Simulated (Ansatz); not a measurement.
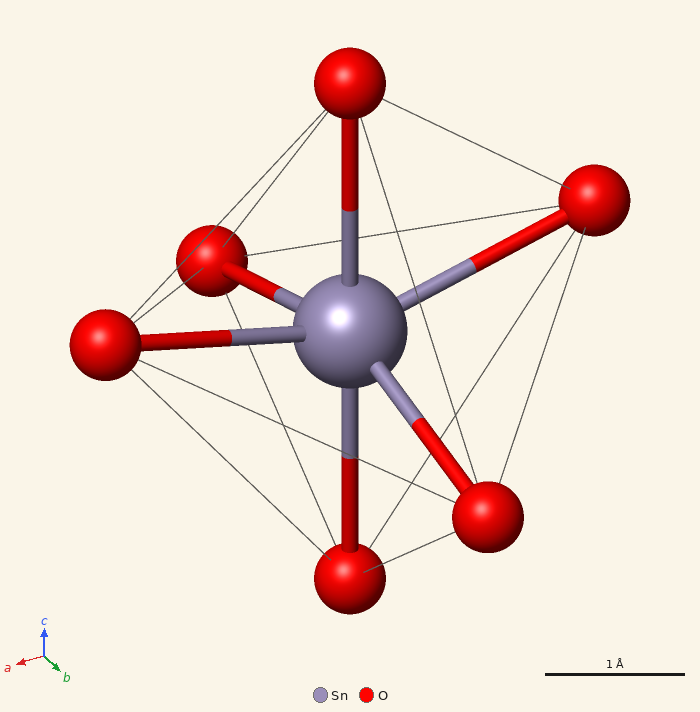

Coordination of Sn in SnO₂ (I4_1/amd). Shape measures S are computed against regular polyhedra or, for capped shapes, the nearer of the equal-edge and equal-bond forms. The structure is a calculation's input; it may be strained or unrelaxed.

**Name the coordination polyhedron and say how regular it is.**

SnO6: a strongly distorted octahedron (coordination number 6, S = 3.74; next best trigonal prism, S = 12.0).

**Does the central atom sit at the centroid of its ligands?**

Yes, to within 0.01 Å; the site symmetry is -4m2.

**How long are the bonds?**

4 × Sn–O 2.09 Å and 2 × Sn–O 2.10 Å. The next neighbour, not counted, lies at 3.29 Å.
